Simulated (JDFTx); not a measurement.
## Energy of Mg along an even scaling of the cell

System: Mg (P6₃/mmc, 2 atoms in the cell).
Method: Kohn-Sham DFT of a periodic cell, LDA, PseudoDojo-SR-LDA-0.4.1-standard, no spin polarisation (JDFTx 1.7.0 (patched build)).

The 7 runs differ only in the geometry, by an even scaling of the cell at fixed fractional positions. The structure derives from an entry of the Crystallography Open Database.

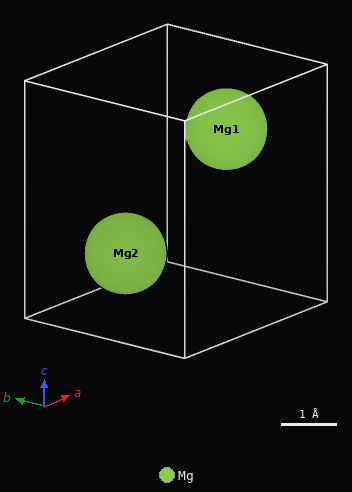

Figure 1. The structure of run 4 (spheres-only view of the cell of the calculation, seen at an oblique angle; atoms are numbered from 1 in the order of the input).

## Input of run 4
```
lattice Hexagonal 6.0646980518 9.8460400271
coords-type Lattice
ion Mg     0.6666666667     0.3333333333     0.7500000000 1
ion Mg     0.3333333333     0.6666666667     0.2500000000 1

ion-species pseudo/Mg.upf
elec-cutoff 42 336
elec-ex-corr lda-PW
kpoint-folding 10 10 5
elec-smearing Fermi 0.0018374661
elec-n-bands 16
electronic-SCF nIterations 100 energyDiffThreshold 1e-09
electronic-minimize nIterations 30 energyDiffThreshold 1e-7
forces-output-coords Cartesian

dump-name run.$VAR
dump End Ecomponents EigStats BandEigs Kpoints Forces Stress
```

Command:
```bash
jdftx -c 1 -i Mg.in -o Mg.out
```

Run 2 has the same physical settings and fractional positions; its lattice vectors (Å) are:
```
   3.165926    0.000000    0.000000
  -1.582963    2.741772    0.000000
   0.000000    0.000000    5.139882
```

## Results, with one run withheld

```tsv
run	volume per atom (Å³)	free energy per atom, from the lowest run given (meV)	pressure (GPa)
1	21.843	0.00	−0.25
2	22.308	?	?
3	22.772	5.63	−1.70
4	23.237	11.39	−2.32
5	23.702	18.85	−2.87
6	24.167	27.83	−3.37
7	24.631	38.17	−3.81
```

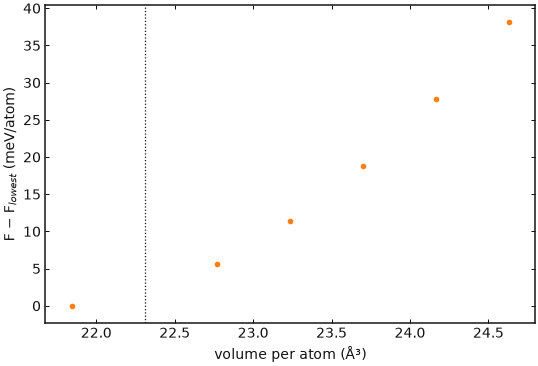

Figure 2. Free energy per atom of the runs given; the dotted line marks run 2.

What should run 2 give?

A cubic polynomial in V^(−2/3) (the Birch–Murnaghan form), fitted to the 6 runs given, misses them by under 0.01 meV per atom. With x = V^(−2/3) − 0.12237 Å⁻², it reads F = 13.216 − 4362.4 x + 3.5752e+05 x² + 17022 x³ (meV per atom). At run 2 it gives 1.77 meV per atom, and the run itself gives 1.76. The slope of the fit gives a pressure −dF/dV of −0.98 GPa there, and the run prints −1.01 GPa. The fit has no minimum inside this range.

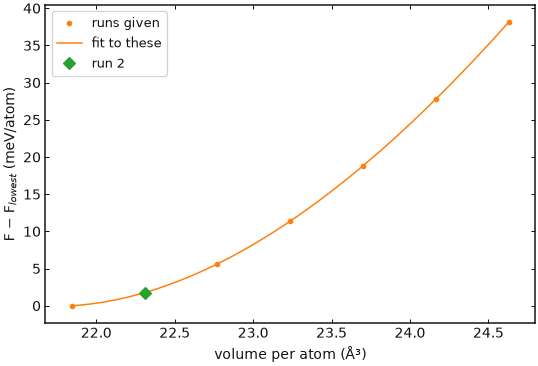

Figure 3. The fit and the withheld run.

## Some lines of the output (run 2)
```
[...]
unit cell volume = 301.08
     Etot =     -118.5582784789245778
        F =     -118.5587126314672730
	HOMO-LUMO gap: +0.002238
	Optical gap  : +0.015073 at state 9 ( [ +0.000000 +0.300000 +0.000000 ] spin 0 )
```
